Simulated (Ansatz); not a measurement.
# Ge: a changed input and its effect

System: Ge (Fd-3m, 2 atoms in the cell).
Method of the first run: DFT, r2SCAN, plane waves, PAW, no spin polarisation (Ansatz 0.2.0).

The structure was built on a prototype by a generator. The geometry comes from this level: r2SCAN. Text and figures count atoms from 1; the logs count them from 0 in places.

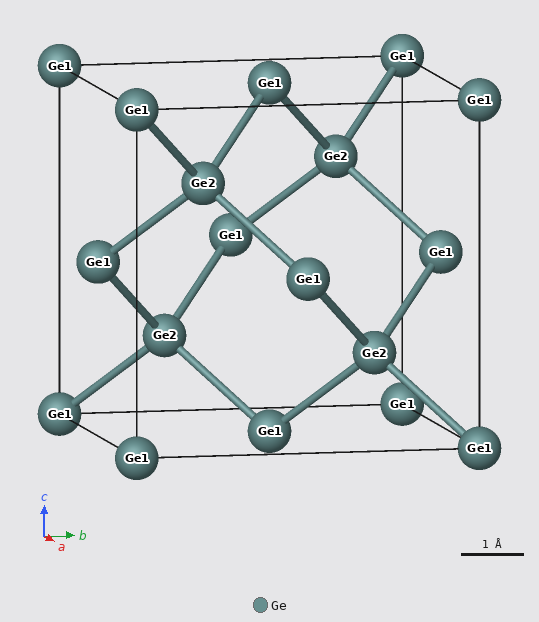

The input geometry (ball-and-stick view of the cell 4 times as large as that of the calculation, set on its symmetry axes, seen slightly off an axis; atoms are numbered from 1 in the order of the input). Near neighbours in the crystal (not all of them lie inside the picture): Ge has 4 Ge at 2.46 Å.

## The input, the first run
```yaml
crystal:
  lattice:
    - [0.0, 2.8368735119, 2.8368735119]
    - [2.8368735119, 0.0, 2.8368735119]
    - [2.8368735119, 2.8368735119, 0.0]
  atoms:
    - { symbol: Ge, position: [0.0, 0.0, 0.0] }
    - { symbol: Ge, position: [0.25, 0.25, 0.25] }
kpoints:
  mp_grid: { grid: [8, 8, 8] }
  band_path:
    path:
      - [0.0, 0.0, 0.0]
      - [0.5, 0.0, 0.5]
      - [0.625, 0.25, 0.625]
      - [0.375, 0.375, 0.75]
      - [0.5, 0.5, 0.5]
      - [0.5, 0.25, 0.75]
    npoints: 1
hamiltonian:
  xc: r2scan
scf:
  occupations: { method: fermi_dirac, width: 0.02 }
  n_extra_bands: 4
output:
  forces: true
  stress: true
  eigenvalues: true
```

Command:
```bash
ansatz run input.yaml --threads 4 --pin off --max-ram 7372MiB --backend cpu --events-out ev --progress --plain --runs-dir out
```

Hardware: 4 threads of Arm Neoverse V1, 24 GiB of memory available, shared host.

## Output, shortened to warnings, some set-up lines, iterations and results (the first run)
```
Basis set: ecut = 500 eV, 1211 PW (Γ), exchange–correlation on 120×120×120 points (64 copies of the dense FFT grid, shifted against one another)
Symmetry: 48 space group operations
k-points: 29 of 512
Initial density: superposition of atomic densities (neutral atoms: chi_scale 0, normalization atom), corrected by the library's trained network
[...]
SCF iter   1: F=—  HF=-8605.795497 eV  |F-HF|=—  |Δ(HF+E_count)|=         —  Δρ=6.46e-3  dr2=5.91e-3  dr2_τ=4.43e-3  ethr=1.77e-3  ⟨swp⟩=6.1  Hψ=2408  notcnv=0
SCF iter   2: F=—  HF=-8605.805109 eV  |F-HF|=—  |Δ(HF+E_count)|=   9.61e-3  Δρ=1.45e-3  dr2=5.00e-4  dr2_τ=2.36e-5  ethr=2.11e-5  ⟨swp⟩=2.4  Hψ=1290  notcnv=0
SCF iter   3: F=—  HF=-8605.805113 eV  |F-HF|=—  |Δ(HF+E_count)|=   4.00e-6  Δρ=1.03e-3  dr2=1.47e-4  dr2_τ=1.84e-6  ethr=1.79e-6  ⟨swp⟩=2.0  Hψ=863  notcnv=0
SCF iter   4: F=—  HF=-8605.805170 eV  |F-HF|=—  |Δ(HF+E_count)|=   5.70e-5  Δρ=4.70e-5  dr2=6.57e-7  dr2_τ=2.21e-8  ethr=5.25e-7  ⟨swp⟩=2.3  Hψ=671  notcnv=0
SCF iter   5: F=—  HF=-8605.805171 eV  |F-HF|=—  |Δ(HF+E_count)|=   1.58e-6  Δρ=8.96e-6  dr2=1.98e-8  dr2_τ=1.94e-10  ethr=2.34e-9  ⟨swp⟩=2.0  Hψ=928  notcnv=0
SCF iter   6: F=-8605.805171 eV  HF=-8605.805171 eV  |F-HF|=7.28e-12  |Δ(HF+E_count)|=   9.69e-9  Δρ=1.40e-6  dr2=5.54e-10  dr2_τ=1.97e-11  ethr=7.07e-11  ⟨swp⟩=1.1  Hψ=1569  …
SCF 1 converged in 6 iterations: F = -8605.805171 eV  dr2 = 5.54e-10
NSCF: frozen V_eff on 6 k-points
SCF converged after 6 iterations
Free energy (F): -8605.805171 eV
Harris-Foulkes:  -8605.805171 eV  (|F-HF|=7.28e-12)
Internal energy: -8605.805171 eV  (E = F + TS)
E sigma→0 (E₀):  -8605.805171 eV
Entropy (-TS):   -0.000000 eV (-0.000 meV/atom)
Fermi energy:    8.458568 eV
--- Per-component energies (eV) ---
  E_band       = -320.369839
  E_kinetic    = 221.987150
  E_local      = -4956.282309  (includes V_loc(G=0)·N_el)
  E_nonlocal   = 840.019991
  E_hartree    = 2176.722565
  E_xc         = -138.184691
  E_vxc        = -135.786821  (∫ρ·V_xc dr)
  E_paw        = -4068.304849  (= ΣΔE_a)
  E_vpaw       = -651.379284  (= ΣTr[D̂ρ^β])
  E_aug_tail   = 0.000037  (compensation charges beyond the density's cutoff)
  E_vtau       = 7.624838  (kinetic-family band-sum trace: ∫τ·v_τ [+ j·A + Jᵃ·Aᵃ] dr)
  E_ewald      = -2679.591534
  E_core_change = -2.171532  (= ΣΔE_core)
  E_smearing   = -0.000000  (= −TS)
  E_closure    = -0.000000  (closes the sum)
  Σ components = -8605.805171   (vs F -8605.805171, Δ=0.00e0)
--- Forces (eV/Å), atoms counted from 1 ---
  atom   1  Ge    -0.00000000    -0.00000000    -0.00000000
  atom   2  Ge     0.00000000    -0.00000000    -0.00000000
  max |Σ_I F_I| component: 1.85e-17 eV/Å
--- Stress (GPa, compression-positive) ---
       -0.010422       0.000000      -0.000000
        0.000000      -0.010422       0.000000
        0.000000       0.000000      -0.010422
  P = ⅓ Tr σ = -0.0104 GPa (-0.104 kbar)
```

For the second run the input was changed thus:
```diff
-  xc: r2scan
+  xc: lda
+  write_density: true
+  write_potential: true
+  elf: true
+  volumetric_format: npy
```

How does the second run compare with the first run?

The total energies belong to different methods, so their difference says nothing on which is more stable or more accurate. The gap of 0.36 eV on the mesh closes. The pressure goes from −0.01 to −1.83 GPa. The functional changes from r2SCAN to LDA. The number of SCF iterations is the same. The default cutoff goes from 500 to 420 eV with the change. The plane waves at Γ go from 1211 to 893.

## Output, shortened to warnings, some set-up lines, iterations and results (the second run)
```
Basis set: ecut = 420 eV, 893 PW (Γ)
Symmetry: 48 space group operations
k-points: 29 of 512
Initial density: superposition of atomic densities (neutral atoms: chi_scale 0, normalization atom), corrected by the library's trained network
[...]
SCF iter   1: F=—  HF=-8431.422859 eV  |F-HF|=—  |Δ(HF+E_count)|=         —  Δρ=4.96e-3  dr2=4.60e-3  ethr=1.77e-3  ⟨swp⟩=6.0  Hψ=2416  notcnv=0
SCF iter   2: F=—  HF=-8431.421283 eV  |F-HF|=—  |Δ(HF+E_count)|=   1.58e-3  Δρ=2.49e-3  dr2=1.03e-3  ethr=1.64e-5  ⟨swp⟩=2.0  Hψ=862  notcnv=0
SCF iter   3: F=—  HF=-8431.421211 eV  |F-HF|=—  |Δ(HF+E_count)|=   7.22e-5  Δρ=4.64e-4  dr2=4.97e-5  ethr=3.67e-6  ⟨swp⟩=2.0  Hψ=812  notcnv=0
SCF iter   4: F=—  HF=-8431.421134 eV  |F-HF|=—  |Δ(HF+E_count)|=   7.65e-5  Δρ=1.15e-4  dr2=4.96e-6  ethr=1.77e-7  ⟨swp⟩=2.0  Hψ=887  notcnv=0
SCF iter   5: F=—  HF=-8431.421130 eV  |F-HF|=—  |Δ(HF+E_count)|=   3.83e-6  Δρ=1.67e-5  dr2=8.05e-8  ethr=1.77e-8  ⟨swp⟩=2.0  Hψ=901  notcnv=0
SCF iter   6: F=-8431.421130 eV  HF=-8431.421130 eV  |F-HF|=1.82e-11  |Δ(HF+E_count)|=   9.23e-8  Δρ=9.76e-7  dr2=2.60e-10  ethr=2.87e-10  ⟨swp⟩=7.5  Hψ=3277  notcnv=0
SCF 1 converged in 6 iterations: F = -8431.421130 eV  dr2 = 2.60e-10
NSCF: frozen V_eff on 6 k-points
SCF converged after 6 iterations
Free energy (F): -8431.421130 eV
Harris-Foulkes:  -8431.421130 eV  (|F-HF|=1.82e-11)
Internal energy: -8431.420813 eV  (E = F + TS)
E sigma→0 (E₀):  -8431.420972 eV
Entropy (-TS):   -0.000318 eV (-0.159 meV/atom)
Fermi energy:    8.142719 eV
--- Per-component energies (eV) ---
  E_band       = -312.497638
  E_kinetic    = 223.820051
  E_local      = -4963.831503  (includes V_loc(G=0)·N_el)
  E_nonlocal   = 843.024618
  E_hartree    = 2174.321767
  E_xc         = -150.470217
  E_vxc        = -130.336389  (∫ρ·V_xc dr)
  E_paw        = -3882.511410  (= ΣΔE_a)
  E_vpaw       = -633.819298  (= ΣTr[D̂ρ^β])
  E_aug_tail   = 0.000762  (compensation charges beyond the density's cutoff)
  E_ewald      = -2679.591534
  E_core_change = 3.816652  (= ΣΔE_core)
  E_smearing   = -0.000318  (= −TS)
  E_closure    = 0.000000  (closes the sum)
  Σ components = -8431.421130   (vs F -8431.421130, Δ=0.00e0)
--- Forces (eV/Å), atoms counted from 1 ---
  atom   1  Ge    -0.00000000    -0.00000000    -0.00000000
  atom   2  Ge     0.00000000    -0.00000000    -0.00000000
  max |Σ_I F_I| component: 3.01e-17 eV/Å
--- Stress (GPa, compression-positive) ---
       -1.829005      -0.000000      -0.000000
        0.000000      -1.829005       0.000000
       -0.000000      -0.000000      -1.829005
  P = ⅓ Tr σ = -1.8290 GPa (-18.290 kbar)
```

## The two runs side by side

| quantity | the first run | the second run |
| --- | --- | --- |
| outcome | converged | converged |
| free energy per atom (eV) | −4302.9026 | −4215.7106 |
| gap on the mesh (eV) | 0.36 | 0.00 |
| pressure (GPa) | −0.01 | −1.83 |
| largest force (eV/Å) | 0.000 | 0.000 |
| SCF iterations | 6 | 6 |
| irreducible k-points | 29 | 29 |
| plane waves at Γ | 1211 | 893 |
| wall time (shared host) | 1.4 s | 0.7 s |
